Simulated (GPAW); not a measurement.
## AlN (F-43m): refractive index against wavelength

The refractive index of AlN (F-43m) below the direct gap (4.11 eV on the mesh) is read from one computed spectrum, n = √(Re ε).

Cell: a, b, c = 3.089, 3.089, 3.089 Å (primitive vectors), 2 atoms.

Method: GPAW 26.7.0, PBE, RPA, k-mesh 14×14×14, local fields up to 60 eV, Lorentzian half width 0.15 eV.

Launch of the response step: `OMP_NUM_THREADS=1 python df.py`. The run took 25 s, its band step included, on 1 thread of Arm Neoverse V1, on a shared host.

```tsv
wavelength (nm)	photon energy E (eV)	n
1310	0.946	2.1147
1064	1.165	2.1207
850	1.459	2.1310
700	1.771	2.1450
633	1.959	2.1552
532	2.331	2.1794
450	2.755	?
```

In the single-oscillator model n² − 1 = E₀E_d/(E₀² − E²), so 1/(n² − 1) = E₀/E_d − E²/(E₀E_d) is linear in E².

Working, on the rows shown:

| x = E² (eV²) | y = 1/(n² − 1) |
| --- | --- |
| 0.895757 | 0.288022 |
| 1.35784 | 0.285929 |
| 2.12762 | 0.282393 |
| 3.13716 | 0.277699 |
| 3.83641 | 0.274357 |
| 5.43137 | 0.266682 |

Means: x̄ = 2.7977, ȳ = 0.27918. Σ(x − x̄)(y − ȳ) = -0.06712, Σ(x − x̄)² = 14.27. Slope = -0.06712 / 14.27 = -0.004703; intercept = ȳ − slope · x̄ = 0.29234. Turned back into n, the line misses the rows shown by at most 0.00036.

Problem. Fill in the last column of the withheld row.

Solution. At x = 7.5912 the line gives y = 0.25664, that is 2.2128. The run gave 2.2156, so the extrapolation is off by 0.0028, 3 % of the range in the table.

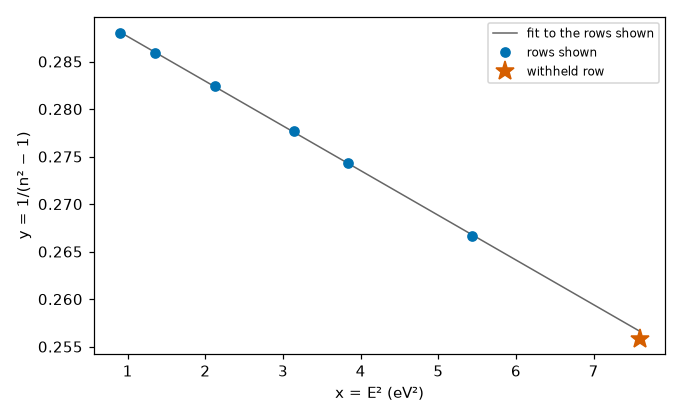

Refitted with all rows, the slope is -0.004801 and the intercept 0.29256. These give E₀ = √(intercept/−slope) = 7.81 eV and E_d = E₀/intercept = 26.7 eV; E₀ is 1.9 times the direct gap. The electronic limit at long wavelengths, without lattice vibrations, is n = √(1 + 1/intercept) = 2.102. Excitons are left out; PBE gaps are as a rule too small. The values come from a sum over the points of one k-mesh and carry its error, which grows as the direct gap shrinks. The local-field cutoff holds few shells of reciprocal vectors for this small cell, so ε∞ can read a few per cent high.

[Logs are printed without paths, hosts, clocks, repeated set-up lines and the standing remarks that a program may print on its own settings, such as how far it seeks lower states.]
